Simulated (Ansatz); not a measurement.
## Run report: Sn4O7, single-point calculation (part 2 of 2)

The same run, continued: Sn4O7 (slab, 22 atoms in the cell); DFT PBEsol, scalar-relativistic, plane waves, PAW, no spin polarisation (Ansatz 0.2.0); cutoff 420 eV, 8×4×1 k-mesh, Gaussian smearing of 0.05 eV. The structure derives from an entry of the Crystallography Open Database. It belongs to a series of runs on one base structure; here: vacuum: 7.

Geometry of the input (Å; fractional positions):
```
3.2121  0.0000  0.0000
0.0000  6.7443  0.0000
0.0000  0.0000  17.1165
Sn 0.0000  0.5000  0.2045
Sn 0.5000  0.0000  0.2045
O  0.5000  0.3063  0.2045
O  0.5000  0.6937  0.2045
O  0.0000  0.0000  0.2808
O  0.0000  0.5000  0.3252
Sn 0.0000  0.0000  0.4015
Sn 0.5000  0.5000  0.4015
O  0.5000  0.8063  0.4015
O  0.5000  0.1937  0.4015
O  0.0000  0.5000  0.4778
O  0.0000  0.0000  0.5222
Sn 0.0000  0.5000  0.5985
Sn 0.5000  0.0000  0.5985
O  0.5000  0.3063  0.5985
O  0.5000  0.6937  0.5985
O  0.0000  0.0000  0.6748
O  0.0000  0.5000  0.7192
Sn 0.0000  0.0000  0.7955
Sn 0.5000  0.5000  0.7955
O  0.5000  0.8063  0.7955
O  0.5000  0.1937  0.7955
```

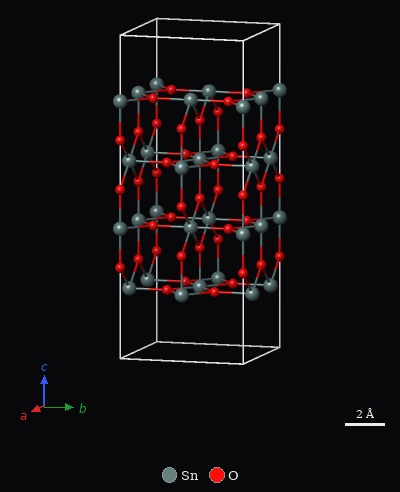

Fig. 1: The structure as given in the input (ball-and-stick view of the 2 × 1 repeat of the cell, with the vacuum cut short, seen slightly off an axis). An atom can appear more than once, as a periodic image.

### What the program printed, continued
```
  k-point 0: bands = ["-15.4868", "-15.4837", "-15.2282", "-15.1056", "-14.9565", "-14.7617", "-14.7338", "-14.7337", "-14.7056", "-14.6707", "-14.6546", "-14.6545", "-14.5850", "-14.5848", "-14.4313", "-14.4300", "-14.3082", "-14.3017", "-14.3006", "-14.2989", "-14.2801", "-14.2788", "-14.2669", "-14.2217", "-14.1599", "-14.1388", "-14.1056", "-14.0920", "-14.0692", "-14.0686", "-14.0543", "-14.0538", "-13.9045", "-13.9043", "-13.8213", "-13.8211", "-13.7445", "-13.7444", "-13.7294", "-13.7293", "-13.0296", "-12.8012", "-12.2625", "-11.8239", "-11.8236", "-11.4970", "-11.3451", "-11.3447", "-11.3331", "-11.2728", "-11.2639", "-10.7410", "-10.0610", "-9.6404", "-2.4441", "-2.1488", "-1.3449", "-0.3679", "0.2311", "0.5260", "1.1552", "1.6477", "1.6495", "1.6811", "1.7636", "1.7828", "1.7991", "1.9023", "2.0782", "2.1736", "2.4990", "2.6919", "2.6945", "2.8462", "2.9706", "3.2199", "3.4343", "3.6498", "3.6831", "3.7012", "3.7952", "3.8574", "3.8577", "3.8787", "3.9232", "4.2855", "4.3341", "4.4011", "4.4058", "4.4336", "4.4404", "4.7664", "4.7910", "4.9207", "5.0848", "5.1033", "5.5083", "5.6896", "7.7852", "7.7923", "7.9556", "9.4502", "10.1521", "10.4011", "10.7064", "10.7759", "10.9767", "11.1508", "11.7784", "11.8579", "12.1952", "12.3610", "12.6502", "12.7362", "13.7318", "13.8225", "14.2765", "14.9510", "15.3722", "15.4671"]
  k-point 1: bands = ["-15.4528", "-15.4500", "-15.1773", "-15.0389", "-14.9856", "-14.7860", "-14.7328", "-14.7327", "-14.7046", "-14.6852", "-14.6545", "-14.6544", "-14.5850", "-14.5848", "-14.4709", "-14.4673", "-14.3152", "-14.3097", "-14.3016", "-14.3007", "-14.2750", "-14.2740", "-14.2730", "-14.2517", "-14.1539", "-14.1364", "-14.1094", "-14.0972", "-14.0744", "-14.0740", "-14.0542", "-14.0539", "-13.9074", "-13.9073", "-13.8212", "-13.8211", "-13.7459", "-13.7458", "-13.7298", "-13.7297", "-12.9465", "-12.7486", "-12.2780", "-12.1670", "-12.0830", "-11.8592", "-11.4860", "-11.4809", "-11.0999", "-10.7914", "-10.7572", "-10.5902", "-10.1178", "-9.7110", "-2.2195", "-1.9253", "-1.1621", "-0.5103", "-0.2260", "-0.2132", "0.3777", "0.9651", "1.7460", "1.8829", "1.9044", "1.9829", "2.1348", "2.2544", "2.2786", "2.4892", "2.5794", "2.7077", "2.8458", "2.8790", "3.0589", "3.1792", "3.4625", "3.4984", "3.5434", "3.5796", "3.6769", "3.7959", "3.9586", "4.0119", "4.0188", "4.1767", "4.2339", "4.2882", "4.4040", "4.4266", "4.4531", "4.4858", "4.9019", "4.9261", "5.0263", "5.3705", "5.8790", "6.0225", "7.5395", "7.5809", "8.3056", "9.6563", "10.0802", "10.3242", "10.8143", "11.0563", "11.0880", "11.2065", "11.7818", "11.8518", "12.2354", "12.2837", "12.5870", "12.6841", "13.2608", "13.5984", "14.3855", "14.4583", "15.6265", "15.7091"]
  k-point 2: bands = ["-15.4145", "-15.4143", "-15.0693", "-15.0693", "-14.8906", "-14.8906", "-14.7318", "-14.7317", "-14.6986", "-14.6985", "-14.6545", "-14.6544", "-14.5850", "-14.5848", "-14.5220", "-14.5219", "-14.3224", "-14.3223", "-14.3011", "-14.3011", "-14.2740", "-14.2739", "-14.2693", "-14.2692", "-14.1409", "-14.1408", "-14.1079", "-14.1079", "-14.0798", "-14.0797", "-14.0541", "-14.0540", "-13.9100", "-13.9099", "-13.8212", "-13.8211", "-13.7472", "-13.7471", "-13.7302", "-13.7301", "-12.6941", "-12.6940", "-12.5074", "-12.5073", "-12.0939", "-12.0939", "-11.4880", "-11.4880", "-10.8647", "-10.8647", "-10.3410", "-10.3410", "-10.0070", "-10.0070", "-1.5506", "-1.5505", "-1.2380", "-1.2380", "-0.5695", "-0.5695", "0.2349", "0.2349", "1.8556", "1.8557", "2.0582", "2.0583", "2.4126", "2.4126", "2.4299", "2.4299", "2.8175", "2.8175", "3.0085", "3.0085", "3.1347", "3.1348", "3.3157", "3.3158", "3.4576", "3.4576", "3.7104", "3.7105", "3.8824", "3.8825", "4.0874", "4.0875", "4.2460", "4.2461", "4.4157", "4.4158", "4.5072", "4.5072", "4.9701", "4.9701", "5.1320", "5.1320", "6.5994", "6.5996", "7.0710", "7.0712", "9.2069", "9.2069", "10.1788", "10.1788", "10.9497", "10.9497", "11.5667", "11.5668", "11.7776", "11.7776", "12.3113", "12.3113", "12.4631", "12.4632", "13.1843", "13.1843", "14.0230", "14.0231", "15.8686", "15.8686"]
  k-point 14: bands = ["-15.6099", "-15.6098", "-15.2205", "-15.2204", "-15.2194", "-15.2194", "-14.8380", "-14.8379", "-14.6801", "-14.6799", "-14.6487", "-14.6486", "-14.6317", "-14.6316", "-14.4964", "-14.4962", "-14.3093", "-14.3093", "-14.2145", "-14.2144", "-14.1611", "-14.1610", "-14.1560", "-14.1559", "-14.1137", "-14.1136", "-14.0925", "-14.0924", "-14.0728", "-14.0727", "-14.0628", "-14.0627", "-14.0368", "-14.0368", "-13.8354", "-13.8353", "-13.7163", "-13.7161", "-13.6858", "-13.6857", "-12.1711", "-12.1709", "-11.6497", "-11.6497", "-11.5271", "-11.5270", "-10.5257", "-10.5256", "-10.0172", "-10.0170", "-9.7686", "-9.7685", "-9.6157", "-9.6156", "-1.9659", "-1.9658", "-1.5243", "-1.5243", "-1.2811", "-1.2810", "-0.7005", "-0.7004", "-0.0024", "-0.0022", "0.3493", "0.3494", "0.4272", "0.4273", "0.7520", "0.7520", "1.2438", "1.2439", "1.6325", "1.6325", "2.5535", "2.5535", "3.0182", "3.0183", "3.6868", "3.6870", "3.8080", "3.8080", "4.1420", "4.1421", "4.3157", "4.3158", "4.4072", "4.4072", "4.4681", "4.4682", "4.5636", "4.5636", "4.6368", "4.6368", "4.8564", "4.8565", "8.3927", "8.3929", "8.5899", "8.5901", "9.3085", "9.3086", "11.5144", "11.5144", "11.6690", "11.6690", "12.3971", "12.3971", "12.6279", "12.6280", "13.3352", "13.3352", "14.0490", "14.0491", "14.1230", "14.1231", "15.1466", "15.1467", "15.3161", "15.3162"]
```

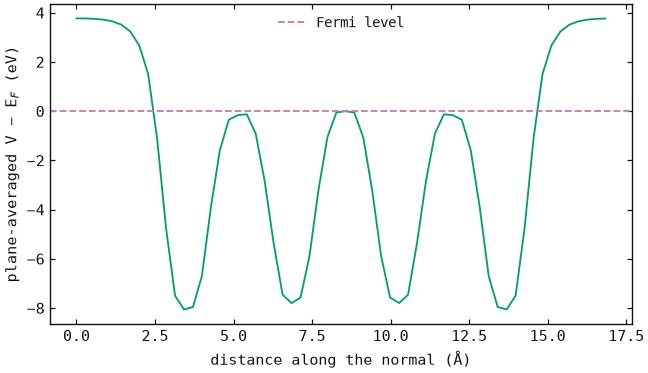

Fig. 2: Plane average of the electrostatic potential energy of an electron across the cell, from the Fermi level. The vacuum level lies 3.63 eV above the Fermi level on the upper side and 3.68 eV on the lower.

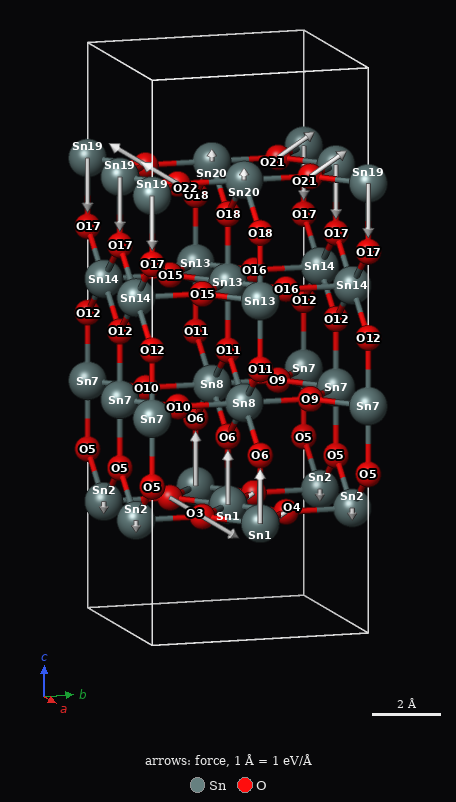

Fig. 3: Forces on the atoms as white arrows (ball-and-stick view of the 2 × 1 repeat of the cell, with the vacuum cut short, seen slightly off an axis; atoms are numbered from 1 in the order of the input); the smallest are left out. The largest act on Sn1, Sn19 (1.68 eV/Å); O3, O4, O21, O22 (1.37 eV/Å). The geometry is not a stationary point of this energy.

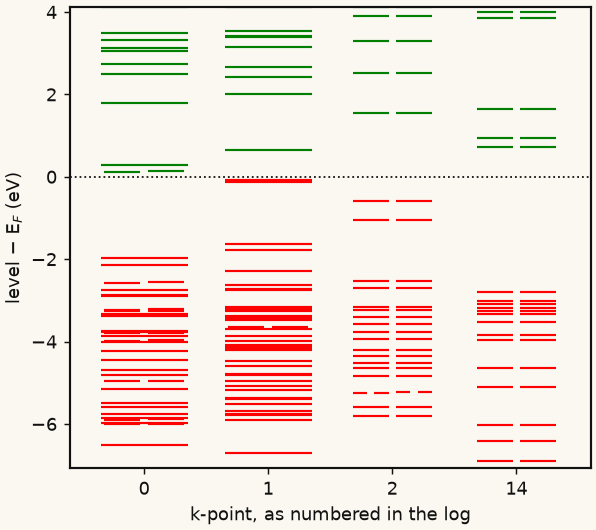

Fig. 4: Kohn–Sham levels near the Fermi level (dotted) at the few k-points that the log prints; levels within 0.02 eV of each other stand side by side. The system is metallic on the full mesh.
